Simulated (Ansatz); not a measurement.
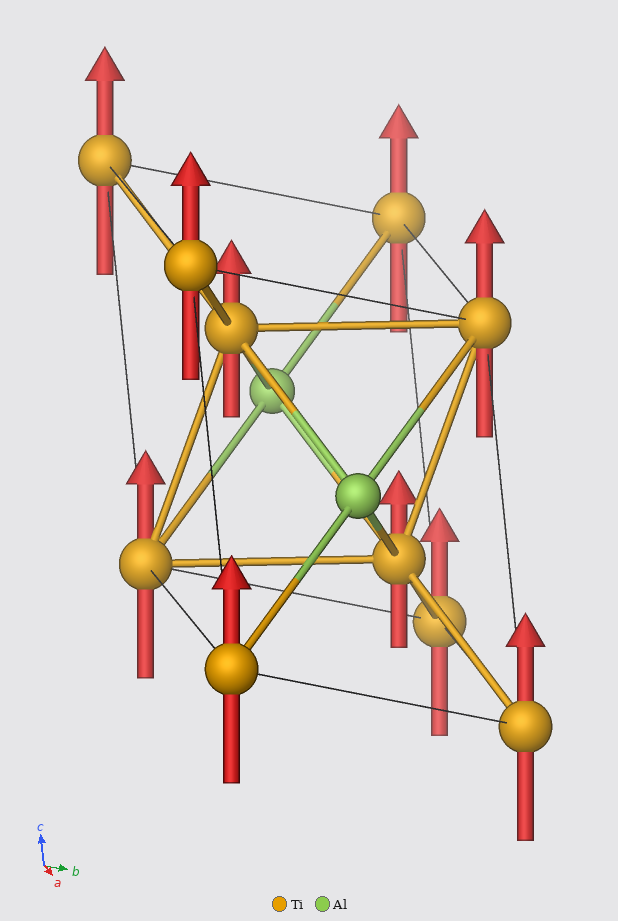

View slightly off an axis, drawn as a ball-and-stick model. One cell (the run's own, in a reduced setting) is framed, with atoms on its boundary repeated. Arrows are the site magnetic moments above 0.25 μB; longer means larger, and red and blue are up and down (without spin-orbit coupling the axis itself is arbitrary).

This is the state reached for Ti3Al. Results below were computed with DFT PBEsol, scalar-relativistic, plane waves, PAW (Ansatz 0.2.0); the settings were an energy cutoff of 420 eV, k-points about 0.12 Å⁻¹ apart, Gaussian smearing of 0.15 eV, collinear spins.

**Name the magnetic order and give the moments.**

Ferromagnetic (within this cell). Site moments: 3 Ti +0.3 to +1.0 μB. The net spin moment of the whole cell is 2.1 μB, including what lies between the atoms and on sites without an arrow.

The model was built from a structure listed in the Materials Project. The cell was then strained or its atoms displaced on purpose. Ansatz was used for an electronic-structure calculation on it.

At this level of theory the run's own cell isn't at rest (stretched, at -9 GPa), so its distances can differ from those at equilibrium, the more so the softer the solid, and its magnetic state may change on relaxation.
